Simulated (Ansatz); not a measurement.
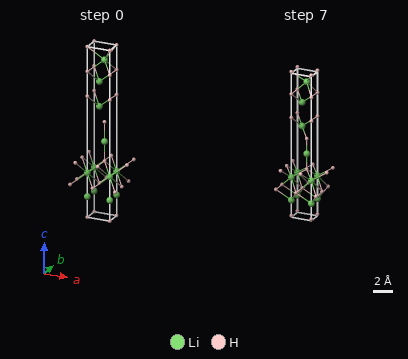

The structure of crystalline LiH (a generated structure, set up in P3m1) (coarse preliminary run) before (left) and after (right) a relaxation, at one scale.

Style: ball-and-stick. Shown: the cell of the calculation, slightly off an axis.

These are results of Ansatz 0.2.0, DFT PBE, scalar-relativistic, plane waves, PAW, not measurements.

Input file:
```yaml
crystal:
  lattice:
    - [3.24106361, 0.0, 0.0]
    - [-1.62053181, 2.80684342, 0.0]
    - [0.0, 0.0, 18.37664274]
  atoms:
    - { symbol: Li, position: [0.0, 0.0, 0.12140411] }
    - { symbol: Li, position: [0.0, 0.0, 0.26028694] }
    - { symbol: Li, position: [0.66666667, 0.33333333, 0.4482075] }
    - { symbol: Li, position: [0.33333333, 0.66666667, 0.63612805] }
    - { symbol: Li, position: [0.33333333, 0.66666667, 0.78167683] }
    - { symbol: Li, position: [0.66666667, 0.33333333, 0.92722561] }
    - { symbol: H, position: [0.0, 0.0, 0.0] }
    - { symbol: H, position: [0.33333333, 0.66666667, 0.18751255] }
    - { symbol: H, position: [0.66666667, 0.33333333, 0.33306133] }
    - { symbol: H, position: [0.66666667, 0.33333333, 0.56335366] }
    - { symbol: H, position: [0.0, 0.0, 0.70890244] }
    - { symbol: H, position: [0.0, 0.0, 0.85445122] }
basis:
  ecutwfc: 420
kpoints:
  mp_grid: { grid: [6, 6, 1] }
hamiltonian:
  xc: pbe
scf:
  occupations: { method: gaussian, width: 0.1 }
  lower_state_search: "off"
output:
  forces: true
  stress: true
  eigenvalues: true
relax:
  adjacent_minimum: "off"
  f_tol: 0.04
  max_steps: 70
  cell: { stress_tol: 0.4 }
```

Run as
```bash
ansatz run input.yaml --threads 1 --pin off --max-ram 2560MiB --backend cpu --events-out ev --progress --plain --runs-dir out
```

Question: What changed between the two?

Answer: After 6 accepted moves (7 points after the start) the energy has fallen by 175 meV per atom. Largest force component: 0.92 eV/Å at the start, 0.036 eV/Å at the end. The pressure goes from −6.06 to −0.07 GPa. The SCF was repeated once at an unchanged geometry on a basis and grid sized afresh for the cell, which shifted the energy by 0.8 meV per atom at most. Li6 moves most relative to the cell: 0.29 Å along +c. Largest moves by element: Li 0.29 Å, H 0.28 Å. Cell: a = b 3.241 → 2.895 Å (−10.7 %), c 18.377 → 15.511 Å (−15.6 %). Volume −32.6 %. Among the contacts that change: Li1–H7 2.231 → 1.685 Å, Li3–H10 2.116 → 1.620 Å, Li3–H9 2.116 → 1.683 Å, Li2–H9 2.300 → 1.909 Å. New bonds form, among them: Li1–H7 (2.23 → 1.69 Å). The space group stays P3m1 (No. 156).
